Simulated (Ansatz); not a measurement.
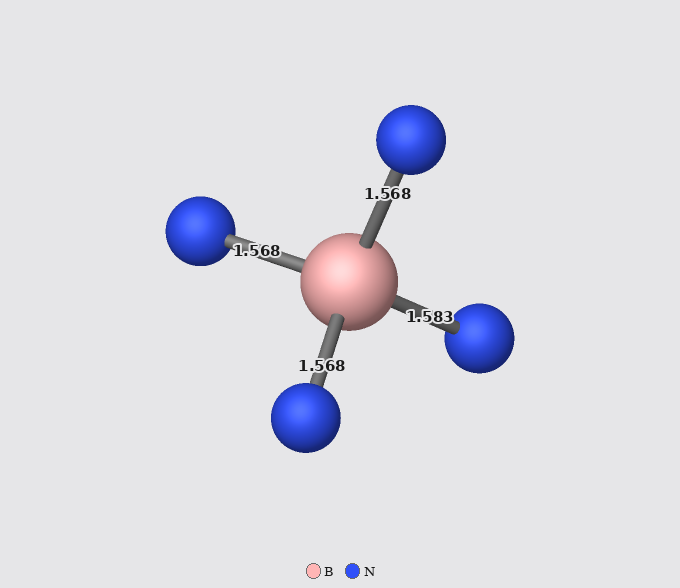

The surroundings of site B2 (at 0.333, 0.667, 0.344) in BN in space group P6_3mc, with bond lengths in Å.

Source of the atomic positions: the end point of a relaxation with Ansatz, DFT PBE, scalar-relativistic, plane waves, PAW; the starting structure was generated, so it need not be a known form of this composition.

```
CELL_PARAMETERS angstrom
2.55856 0.00000 0.00000
-1.27928 2.21577 0.00000
0.00000 0.00000 8.40918
ATOMIC_POSITIONS crystal
B 0.00000 0.00000 0.09337
B 0.00000 0.00000 0.59337
B 0.33333 0.66667 0.34406
B 0.66667 0.33333 0.84406
N 0.00000 0.00000 0.40675
N 0.00000 0.00000 0.90675
N 0.33333 0.66667 0.15582
N 0.66667 0.33333 0.65582
```

Bond valence s = exp((R0 − d)/b), R0 fitted to published crystal structures with b = 0.37 Å; R0 in Å: B3+–N 1.483.

Q: Calculate the bond-valence sum of B2 from the bonds drawn.

A: 3 × 0.795 + 1 × 0.763 = 3.15 v.u., against a formal valence of 3: overbonded (bonds short for this ion) by 0.15.

Q: And over the whole structure?

A:
```csv
site,"x, y, z",formal valence,bond-valence sum,difference
B1,"0.000, 0.000, 0.093",+3,3.40,0.40
B2,"0.333, 0.667, 0.344",+3,3.36,0.36
N1,"0.000, 0.000, 0.407",−3,3.40,0.40
N2,"0.333, 0.667, 0.156",−3,3.36,0.36
```

These sums include all anions within 5 Å. The global instability index (root mean square of the differences over all atoms) is 0.38 v.u.: above 0.2, which by the usual rule of thumb marks a strained structure. Cells relaxed with PBE tend to have slightly long bonds, which lowers the sums.
